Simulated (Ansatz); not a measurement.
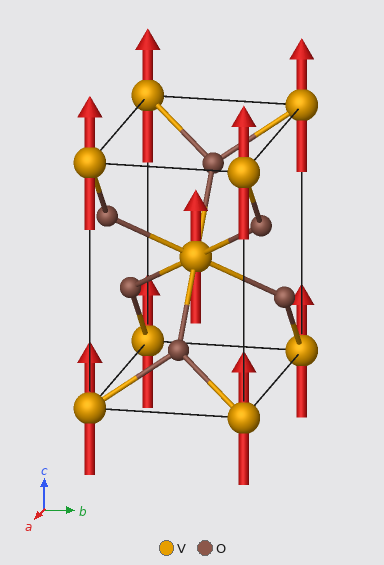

Crystal structure, ball-and-stick style, seen slightly off an axis. Lines trace the edges of the simulation cell. Arrows are the site magnetic moments above 0.25 μB (those induced on non-metal atoms are left out); longer means larger, and red and blue are up and down (without spin-orbit coupling the axis itself is arbitrary).

This is the state reached for VO$_{2}$. The numbers come from Ansatz, DFT PBE+D3(BJ), scalar-relativistic, plane waves, PAW, using E_cut = 420 eV, k-point mesh 8×12×8, Gaussian smearing of 0.1 eV, collinear spins.

> What is the magnetic arrangement?

Ferromagnetic (within this cell). Site moments: 2 V +0.8 μB. The net spin moment of the whole cell is 2.0 μB, including what lies between the atoms and on sites without an arrow.

Source of the structure: an entry, possibly a prediction, of the Crystallography Open Database. A relaxation with DFT PBE+D3(BJ), scalar-relativistic, plane waves, PAW in Ansatz gave the geometry drawn.
